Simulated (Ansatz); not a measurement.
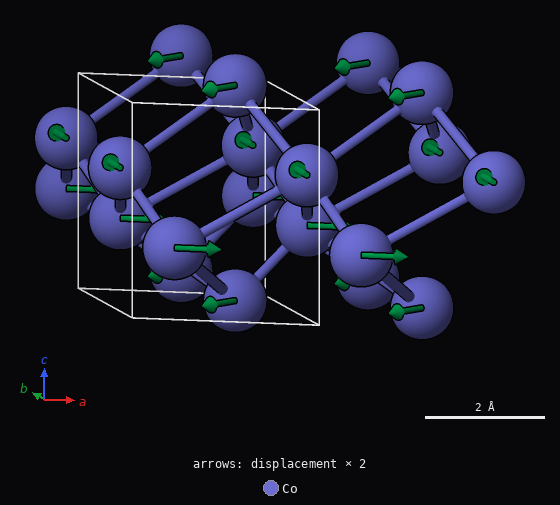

This is a relaxation of crystalline Co (built on the trigonal selenium_152 type) (coarse preliminary run). The starting structure is drawn; green arrows show the displacements (the part carried along by the change of the cell is left out), magnified 2 times.

Style: ball-and-stick. Shown: the cell of the calculation, repeated 2 × 2 × 1 with one cell outlined, slightly off an axis.

Case: trigonal selenium type (P3_121, No. 152).

Level of theory: Ansatz 0.2.0, DFT r2SCAN, scalar-relativistic, plane waves, PAW.

Input
```yaml
crystal:
  lattice:
    - [3.2321793139, 0.0, 0.0]
    - [-1.616089657, 2.7991493955, 0.0]
    - [0.0, 0.0, 3.6670156285]
  atoms:
    - { symbol: Co, position: [0.2254, 0.0, 0.3333333333], spin: 0.99 }
    - { symbol: Co, position: [0.0, 0.2254, 0.6666666667], spin: 0.99 }
    - { symbol: Co, position: [0.7746, 0.7746, 0.0], spin: 0.99 }
basis:
  ecutwfc: 500
kpoints:
  mp_grid: { grid: [6, 6, 6] }
hamiltonian:
  xc: r2scan
scf:
  occupations: { method: gaussian, width: 0.1 }
  lower_state_search: "off"
output:
  forces: true
  stress: true
  eigenvalues: true
  populations: true
magnetization:
  spin_polarized: true
relax:
  adjacent_minimum: "off"
  f_tol: 0.04
  max_steps: 70
  cell: { stress_tol: 0.4 }
```

### Describe the change and its energy.

The largest moves relative to the cell, 0.43 Å, are those of Co1, Co2 and Co3. Co3 goes along [−1 −1 0]. The volume changes by −1.3 %, with a = b 3.232 → 3.959 Å (+22.5 %), c 3.667 → 2.412 Å (−34.2 %). Some distances before and after: Co1–Co1 3.667 → 2.412 Å, Co1–Co2 1.757 → 2.423 Å, Co1–Co2 (another image) 2.543 → 2.423 Å. Bond angles that change, for instance: Co2–Co1–Co3 103.1° → 70.4°, Co2–Co1–Co2 78.9° → 109.6°, Co2–Co1–Co3 99.0° → 70.4°. The space group (tolerance 0.01 Å) goes from P3_121 (No. 152) to R-3m (No. 166). After 14 accepted moves (17 points after the start) the energy has fallen by 2633 meV per atom. The largest force component goes from 12 to 0.00098 eV/Å. The pressure goes from 73.39 to 0.05 GPa. The line search rejected the trial step at point 10 of the run. The SCF was repeated twice at an unchanged geometry on a basis and grid sized afresh for the cell, which shifted the energy by 17.3 meV per atom at most.
